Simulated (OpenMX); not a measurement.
# A series of single points on I

System: I (Fmmm, 1 atom in the cell).
Method: Kohn-Sham DFT of a periodic cell, PBE, OpenMX 2013 PBE set, no spin polarisation (OpenMX 3.8.5).

The 7 runs differ only in the geometry, by an even scaling of the cell at fixed fractional positions. The structure derives from a Materials Project entry.

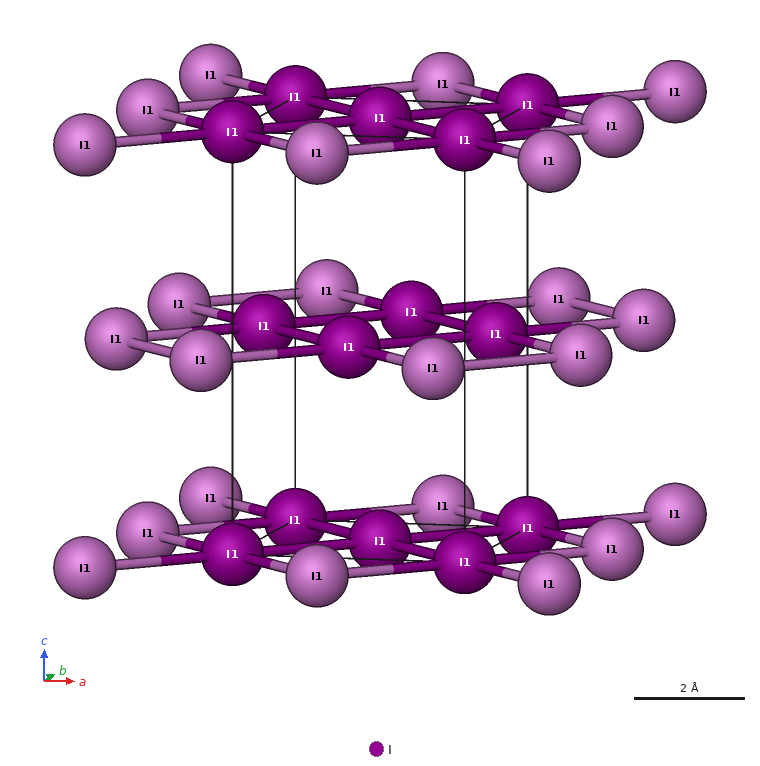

Figure 1. The structure of run 4 (ball-and-stick view of the cell 4 times as large as that of the calculation, set on its symmetry axes, seen slightly off an axis; neighbours outside the cell are drawn fainter; atoms are numbered from 1 in the order of the input).

**Input of run 4**
```
System.CurrrentDirectory             ./
System.Name                          I
DATA.PATH                            ./DFT_DATA13
level.of.stdout                      1
level.of.fileout                     0
Species.Number                       1
<Definition.of.Atomic.Species
  I   I7.0-s3p2d2f1          I_PBE13
Definition.of.Atomic.Species>

Atoms.Number                         1
Atoms.SpeciesAndCoordinates.Unit     FRAC
<Atoms.SpeciesAndCoordinates
    1  I     0.0000000000    0.0000000000    0.0000000000   3.500  3.500
Atoms.SpeciesAndCoordinates>

Atoms.UnitVectors.Unit               Ang
<Atoms.UnitVectors
     0.0000000000    2.3656004428    3.9098401324
     2.1922454667    0.0000000000    3.9098401324
     2.1922454667    2.3656004428    0.0000000000
Atoms.UnitVectors>

scf.XcType                           GGA-PBE
scf.SpinPolarization                 off
scf.ElectronicTemperature            580.226
scf.energycutoff                     300.0
scf.maxIter                          100
scf.EigenvalueSolver                 band
scf.Kgrid                            9 9 9
scf.Mixing.Type                      rmm-diisk
scf.Init.Mixing.Weight               0.05
scf.Min.Mixing.Weight                0.001
scf.Max.Mixing.Weight                0.3
scf.Mixing.History                   25
scf.Mixing.StartPulay                8
scf.criterion                        1.0e-8
scf.stress.tensor                    on
MD.Type                              nomd
```

Command:
```bash
openmx I.dat -nt 1 > I.std
```

Lattice vectors (Å) and fractional positions of run 4:
```
   0.000000    2.365600    3.909840
   2.192245    0.000000    3.909840
   2.192245    2.365600    0.000000
I   0.000000  0.000000  0.000000
```

Run 5 has the same physical settings and fractional positions; its lattice vectors (Å) are:
```
   0.000000    2.381267    3.935734
   2.206764    0.000000    3.935734
   2.206764    2.381267    0.000000
```

**Results, with one run withheld**

| run | volume per atom (Å³) | free energy per atom, from the lowest run given (meV) |
| --- | --- | --- |
| 1 | 38.120 | 21.71 |
| 2 | 38.931 | 11.52 |
| 3 | 39.742 | 4.57 |
| 4 | 40.553 | 0.59 |
| 5 | 41.364 | ? |
| 6 | 42.175 | 0.00 |
| 7 | 42.986 | 2.88 |

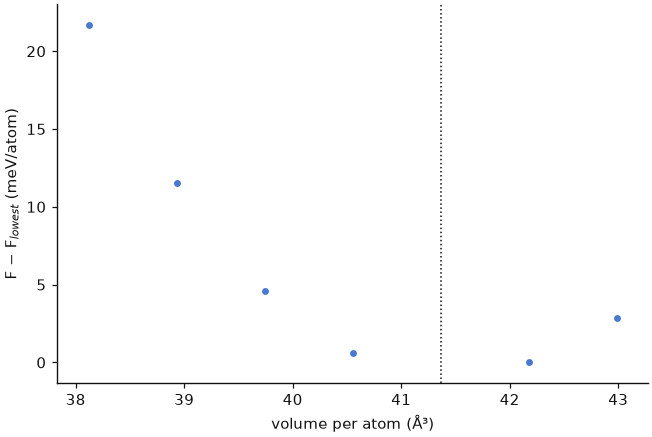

Figure 2. Free energy per atom of the runs given; the dotted line marks run 5.

What should run 5 give?

A cubic polynomial in V^(−2/3) (the Birch–Murnaghan form), fitted to the 6 runs given, misses them by at most 0.02 meV per atom. With x = V^(−2/3) − 0.08499 Å⁻², it reads F = 1.2889 + 2890.2 x + 9.7983e+05 x² + 6.7421e+06 x³ (meV per atom). At run 5 it gives −0.85 meV per atom, and the run itself gives −0.85. The fit has its minimum at 41.451 Å³ per atom, where V d²F/dV² gives 22.7 GPa. Cell shape and fractional positions are held, so this is the stiffness under even scaling; the relaxed bulk modulus wasn't computed and can be far lower in a crystal of layers, chains or molecules like this one.

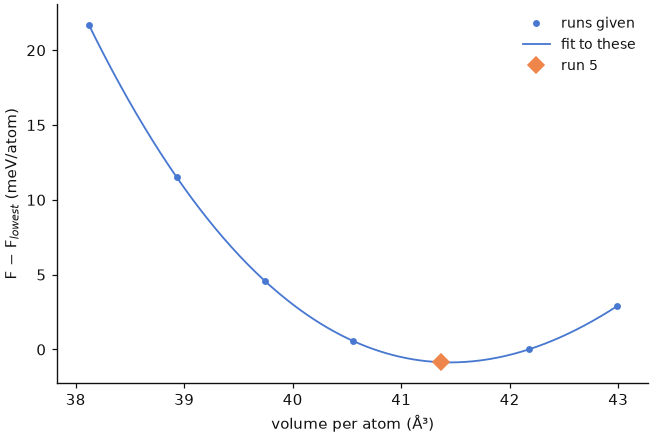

Figure 3. The fit and the withheld run.

**Some lines of the output (run 5)**
```
[...]
  Cell_Volume =    279.136255513798 (Bohr^3)
        Total energy (Hartree) at MD = 1
   kloop=0
   kloop=1
   kloop=364
```

Notes: The cell holds an odd number of electrons but the run has no spin polarisation, so it comes out as a metal. With a small basis of atomic orbitals these values can differ much from converged plane-wave results.
